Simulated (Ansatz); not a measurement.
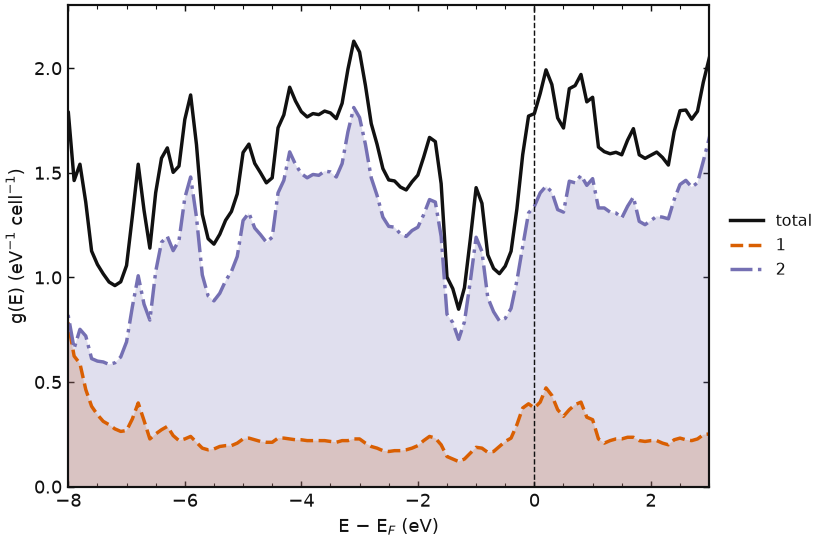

Density of states. Energies are counted from the Fermi level. The partial curves are projected on Löwdin-orthogonalised atomic shells.

The material is SiC4, space group Im-3m, 5 atoms in the cell.

Computed with Ansatz 0.2.0: DFT PBE, scalar-relativistic, plane waves, PAW, no spin polarisation, 12×12×12 k mesh.

**Assign each number in the legend. The candidates: C 2p, C 2s.**

1 is C 2s; 2 is C 2p.

**What is the density of states at the Fermi level?**

It is a metal. The density of states at the Fermi level is about 1.8 per eV and cell (mean within 0.25 eV), or 0.36 per atom.

The structure is an invented one, so it need not be a known or stable phase.
